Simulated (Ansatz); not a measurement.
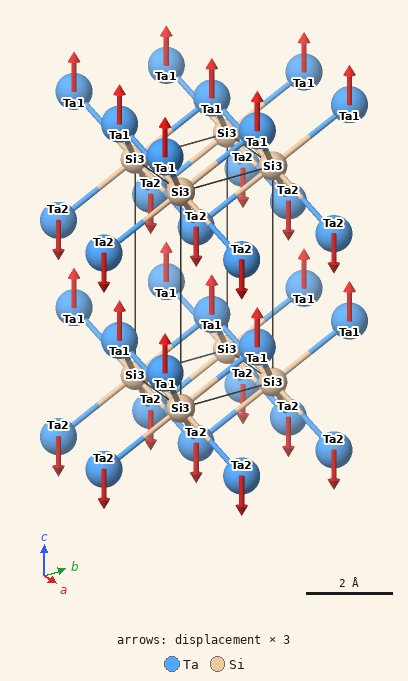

A relaxation of a crystal of Ta$_{2}$Si (a generated structure, set up in P-3m1) (coarse preliminary run). The starting structure is drawn; red arrows show the displacements (the part carried along by the change of the cell is left out), 3 times their true length.

Style: ball-and-stick. Shown: the cell of the calculation, slightly off an axis.

Case: C → Si on all its sites, cell and atoms relaxed.

These are results of Ansatz, DFT PBEsol, scalar-relativistic, plane waves, PAW, not measurements. Set-up: plane-wave cutoff 420 eV; k-point mesh 6 × 6 × 4; occupations gaussian; smearing width 0.1 eV; no spin polarisation; cell and atoms relaxed; force threshold 0.05 eV/Å; at most 60 steps.

Question: Which element moves most?

Answer: Tantalum: up to 0.32 Å, against 0.00 Å for silicon.

Question: What happened in the run?

Answer: The largest moves relative to the cell, 0.32 Å, are those of Ta1 and Ta2. Ta1 goes along +c. Si stays in place. Cell: a = b 3.271 → 3.260 Å (−0.3 %), c 5.200 → 5.579 Å (+7.3 %). Volume +6.6 %. Among the contacts that change: Ta1–Ta2 3.238 → 3.943 Å, Ta1–Ta2 (another image) 3.189 → 2.831 Å, Ta1–Si3 2.301 → 2.558 Å, Ta1–Ta1 3.271 → 3.260 Å. Bond angles that change, for instance: Ta1–Si3–Ta1 90.6° → 79.2°, Si3–Ta1–Si3 90.6° → 79.2°, Ta1–Si3–Ta2 89.4° → 100.8°. The space group stays P-3m1 (No. 164). After 7 accepted moves (8 points after the start) the energy has fallen by 560 meV per atom. Largest force component: 5.6 eV/Å at the start, 0.003 eV/Å at the end. Pressure: 31.69 GPa at the start and 0.06 GPa at the end. The SCF was repeated once at an unchanged geometry on a basis and grid sized afresh for the cell, which shifted the energy by 0.6 meV per atom at most.
